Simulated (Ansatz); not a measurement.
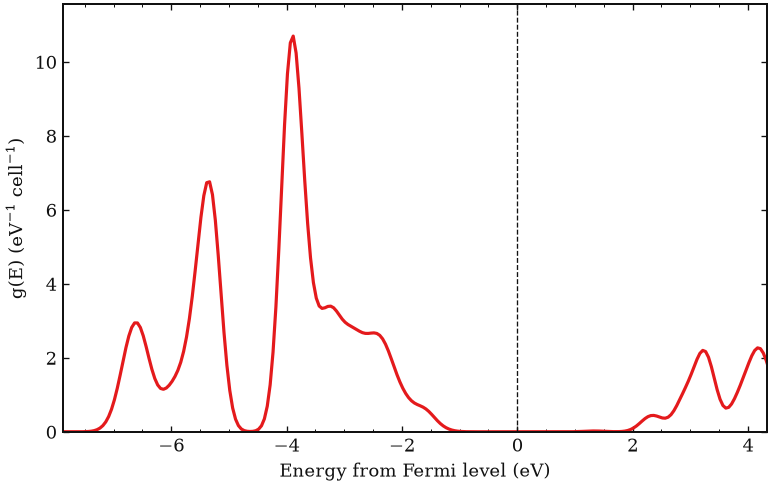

Density of states. Energies are counted from the Fermi level, put mid-gap where there is a gap. The curve is built from the levels of the k mesh with Gaussians 0.4 eV wide, which also blur the band edges.

Input of the run:

```
crystal:
  lattice:
    - [0.0, 3.0120290779, 3.0120290779]
    - [3.0120290779, 0.0, 3.0120290779]
    - [3.0120290779, 3.0120290779, 0.0]
  atoms:
    - { symbol: Cu, position: [0.0, 0.0, 0.0] }
    - { symbol: I, position: [0.25, 0.25, 0.25] }
kpoints:
  mp_grid: { grid: [6, 6, 6] }
  band_path:
    path:
      - [0.0, 0.0, 0.0]
      - [-0.5, -0.5, 0.0]
      - [-0.375, -0.375, 0.25]
      - [-0.375, 0.0, 0.375]
      - [0.0, 0.0, 0.5]
      - [-0.5, -0.25, 0.25]
    npoints: 1
hamiltonian:
  xc: hse06
scf:
  occupations: { method: fixed }
  n_extra_bands: 4
output:
  forces: true
  stress: true
  eigenvalues: true
```

Launched with:
```bash
ansatz run input.yaml --threads 2 --pin off --max-ram 2211MiB --backend cpu --events-out ev --progress --plain --runs-dir out
```

> Is there a gap at the Fermi level, and how wide?

There is a gap; over the k points computed it is 2.67 eV (direct among those points).

> How wide is the upper valence band?

The upper group of valence states starts about 5.7 eV under the valence-band top (which lies at −1.3 eV on this axis), with a gap beneath it; it holds about 16 electrons a cell.

> Where is the tallest peak of the filled states in the window?

Within the window shown, the tallest peak of the filled states lies 2.5 eV under the valence-band top, at about 11 states per eV and cell.

Spin-orbit coupling is left out, which matters for I.
